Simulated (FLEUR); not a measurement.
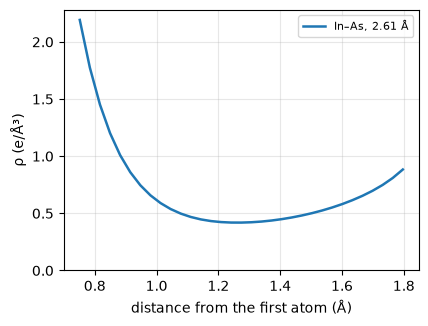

Figure 1: InAs. Total electron density along straight lines between neighbouring atoms. The curves leave out the atomic cores.

Space group F-43m.

The calculation used FLEUR, Kohn-Sham DFT of a periodic cell, PBEsol, all-electron.

### What can be read from the curves?

In–As (2.61 Å): the density is about 0.42 e/Å³ at the midpoint.
